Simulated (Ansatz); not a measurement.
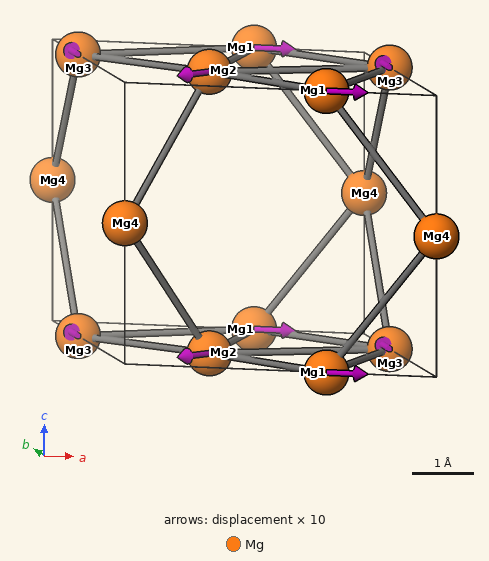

This is a relaxation of a crystal of Mg (set up in P-62m). The starting structure is drawn; purple arrows show the displacements (the part carried along by the change of the cell is left out), 10 times their true length.

The picture is a ball-and-stick view of the cell of the calculation, seen slightly off an axis.

Case: 2 of 2 Li taken out, relaxed.

Level of theory: DFT PBE, scalar-relativistic, plane waves, PAW (Ansatz). Settings: plane-wave cutoff 420 eV; k-point mesh 6 × 6 × 8; occupations gaussian; smearing width 0.1 eV; no spin polarisation; cell and atoms relaxed; force threshold 0.025 eV/Å; at most 70 steps.

What did the optimiser do to the structure, and how much energy did it gain?

The largest moves relative to the cell, 0.075 Å, are those of Mg1, Mg2 and Mg3. Mg1 goes along +a. The volume changes by +2.2 %, with a = b 5.424 → 5.284 Å (−2.6 %), c 4.727 → 5.090 Å (+7.7 %). Some distances before and after: Mg1–Mg2 3.319 → 3.103 Å, Mg1–Mg4 3.043 → 3.112 Å, Mg1–Mg2 (another image) 3.043 → 3.025 Å. Among the angles between lasting bonds that change: Mg1–Mg4–Mg1 101.9° → 109.7°, Mg1–Mg4–Mg2 66.1° → 59.8°, Mg1–Mg4–Mg2 143.3° → 146.5°. The space group stays P-62m (No. 189). The energy falls by 3.2 meV per atom in 5 accepted moves (7 points after the start). Largest force component: 0.015 eV/Å at the start, 0.0026 eV/Å at the end. The pressure goes from −0.13 to 0.00 GPa. The line search rejected the trial step at point 5 of the run. At 1 point the geometry stayed and the basis and grid were re-selected for the new cell (energy shift of less than 0.05 meV per atom at most each time). Cost: 20 s on 2 threads of Intel(R) Xeon(R) Platinum 8488C (Sapphire Rapids), on a shared host, peak memory 0.46 GiB.
